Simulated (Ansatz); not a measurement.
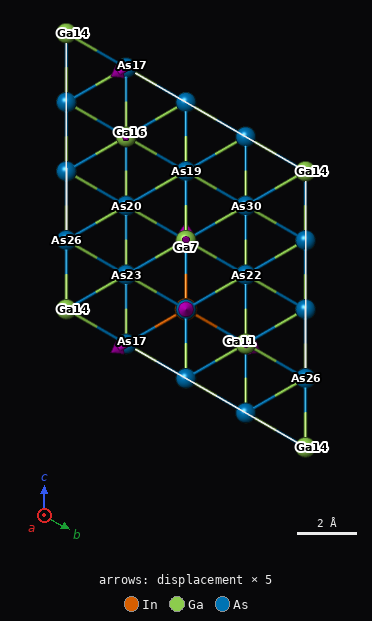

A relaxation of a defect cell of composition InGa15As16. The starting structure is drawn; purple arrows show the displacements, magnified 5 times.

The picture is a ball-and-stick view of the cell of the calculation, seen along the a axis.

Computed with Ansatz 0.2.0, DFT PBE, scalar-relativistic, plane waves, PAW.

The input:
```yaml
crystal:
  lattice:
    - [-5.7459815093, -5.7459815093, 5.7459815093]
    - [5.7459815093, 5.7459815093, 5.7459815093]
    - [-5.7459815093, 5.7459815093, -5.7459815093]
  atoms:
    - { symbol: In, position: [0.25, 0.5, 0.25] }
    - { symbol: Ga, position: [0.5, 0.5, 0.0] }
    - { symbol: Ga, position: [0.25, 0.75, 0.0] }
    - { symbol: Ga, position: [0.75, 0.5, 0.75] }
    - { symbol: Ga, position: [0.5, 0.75, 0.75] }
    - { symbol: Ga, position: [0.25, 0.0, 0.75] }
    - { symbol: Ga, position: [0.0, 0.5, 0.5] }
    - { symbol: Ga, position: [0.75, 0.75, 0.5] }
    - { symbol: Ga, position: [0.5, 0.0, 0.5] }
    - { symbol: Ga, position: [0.25, 0.25, 0.5] }
    - { symbol: Ga, position: [0.0, 0.75, 0.25] }
    - { symbol: Ga, position: [0.75, 0.0, 0.25] }
    - { symbol: Ga, position: [0.5, 0.25, 0.25] }
    - { symbol: Ga, position: [0.0, 0.0, 0.0] }
    - { symbol: Ga, position: [0.75, 0.25, 0.0] }
    - { symbol: Ga, position: [0.0, 0.25, 0.75] }
    - { symbol: As, position: [0.0, 0.25, 0.0] }
    - { symbol: As, position: [0.25, 0.25, 0.75] }
    - { symbol: As, position: [0.0, 0.5, 0.75] }
    - { symbol: As, position: [0.5, 0.25, 0.5] }
    - { symbol: As, position: [0.25, 0.5, 0.5] }
    - { symbol: As, position: [0.0, 0.75, 0.5] }
    - { symbol: As, position: [0.75, 0.25, 0.25] }
    - { symbol: As, position: [0.5, 0.5, 0.25] }
    - { symbol: As, position: [0.25, 0.75, 0.25] }
    - { symbol: As, position: [0.0, 0.0, 0.25] }
    - { symbol: As, position: [0.75, 0.5, 0.0] }
    - { symbol: As, position: [0.5, 0.75, 0.0] }
    - { symbol: As, position: [0.25, 0.0, 0.0] }
    - { symbol: As, position: [0.75, 0.75, 0.75] }
    - { symbol: As, position: [0.5, 0.0, 0.75] }
    - { symbol: As, position: [0.75, 0.0, 0.5] }
basis:
  ecutwfc: 420
  xc_grid: 2
kpoints:
  mp_grid: { grid: [3, 3, 3], shift: [0.0, 0.0, 0.0] }
hamiltonian:
  xc: pbe
scf:
  occupations: { method: gaussian, width: 0.05 }
output:
  forces: true
  stress: false
  eigenvalues: true
  write_density: true
  write_potential: true
  elf: true
  volumetric_format: npy
relax:
  adjacent_minimum: "off"
  f_tol: 0.03
  max_steps: 40
```

Launched with:
```bash
ansatz run input.yaml --threads 8 --pin off --max-ram 16384MiB --backend cpu --events-out ev --progress --plain --runs-dir out
```

> Which element moves most?

Arsenic: up to 0.13 Å, against 0.03 Å for gallium.

> What happened in the run?

The energy falls by 0.374 eV per cell of the calculation in 3 geometry steps. The largest force component goes from 0.86 to 0.0039 eV/Å. The largest moves, 0.13 Å, are those of As17, As21, As24 and As25. As25 goes along +b. By element the largest moves are As 0.13 Å, Ga 0.03 Å. In stays in place. The cell doesn't change. Among the contacts that change: In1–As17 2.488 → 2.621 Å, Ga10–As21 2.488 → 2.471 Å, Ga10–As18 2.488 → 2.476 Å. Among the angles between lasting bonds that change: As25–Ga11–As26 109.5° → 106.9°, In1–As24–Ga2 109.5° → 107.1°, Ga2–As24–Ga8 109.5° → 111.7°.
